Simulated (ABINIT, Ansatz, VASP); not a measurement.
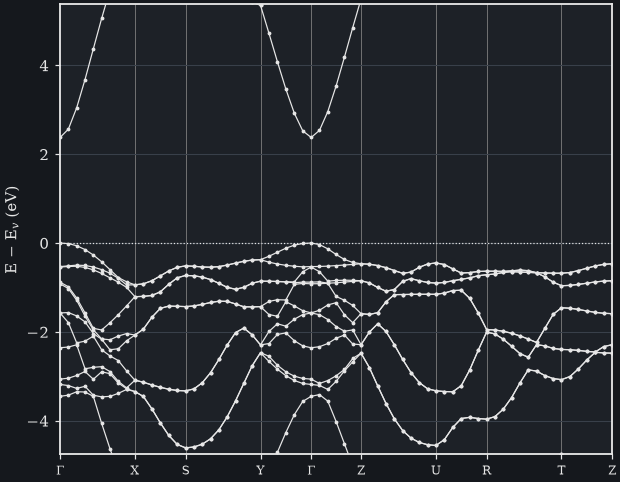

Band structure. Energies are counted from the top of the valence band. The path runs straight from each named point to the next.

**Which system does the plot belong to?**
A. zincblende CdTe, space group F-43m (No. 216), 2 atoms in the primitive cell (cubic a = 6.410 Å); HSE03
B. SnO$_{2}$, space group Pnnm (No. 58), 6 atoms in the cell (a = 4.79 Å, b = 4.87 Å, c = 3.24 Å, α = 90.00°, β = 90.00°, γ = 90.00°); TB-mBJ
C. CsCl-type FeAl, space group Pm-3m (No. 221), 2 atoms in the cell (cubic a = 2.910 Å); PBE

B. The material is gapped. The gap along this path is 2.38 eV and direct: both edges lie at Γ. The top valence level at Γ is a single band, not degenerate (spin aside). A primitive orthorhombic lattice: the path Γ–X–S–Y–Γ–Z–U–R–T–Z runs through the special points of its Brillouin zone.

Level of theory: TB-mBJ, JTH PAW LDA v2.0, no spin polarisation, no spin-orbit coupling, 3×3×4 k mesh, 762 eV cutoff, Fermi-Dirac smearing of 0.05 eV; code ABINIT.

The k mesh is coarse (spacing up to 0.48 Å⁻¹), so the values aren't converged. The constant c of TB-mBJ comes from the pseudo density here, which moves gaps by up to 0.3 eV between sets of potentials. The PAW data sets were made with another functional. The usual form of SnO2 is rutile. In reduced coordinates of the cell that was run, X is (0, 0, 0.5), S is (0.5, 0, 0.5), Y is (0.5, 0, 0), Z is (0, 0.5, 0), U is (0, 0.5, 0.5), R is (0.5, 0.5, 0.5) and T is (0.5, 0.5, 0).
